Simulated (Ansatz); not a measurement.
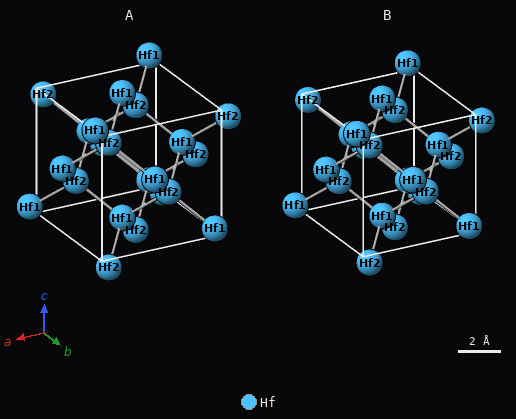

Two geometries of crystalline Hf (a generated structure, set up in Fd-3m), drawn at one scale. One is the start of a relaxation, the other its converged end. The picture is a ball-and-stick view of the conventional cell (4 times the calculation's cell), seen from a free direction. Lengths and directions refer to the drawn axes.

All numbers below come from DFT, revPBE, plane waves (420 eV) with PAW, scalar-relativistic (Ansatz). Set-up: plane-wave cutoff 420 eV; k-point mesh 9 × 9 × 9; occupations fermi dirac; smearing width 0.1 eV; no spin polarisation; cell and atoms relaxed; force threshold 0.01 eV/Å; at most 60 steps.

### Which one is relaxed?

Structure A is the relaxed one. Phase: diamond. No atom moves by more than 0.005 Å relative to the cell. Cell: a = b = c 6.229 → 6.626 Å (+6.4 %). Volume +20.4 %. Some distances before and after: Hf1–Hf2 2.697 → 2.869 Å. The space group stays Fd-3m (No. 227). The energy falls by 0.220 eV per cell of the calculation in 3 accepted moves (4 points after the start). All forces vanish by symmetry, so only the cell relaxes. Pressure: 6.30 GPa at the start and 0.00 GPa at the end. The SCF was repeated once at an unchanged geometry on a basis and grid sized afresh for the cell, which shifted the energy by 3.2 meV per cell of the calculation at most.
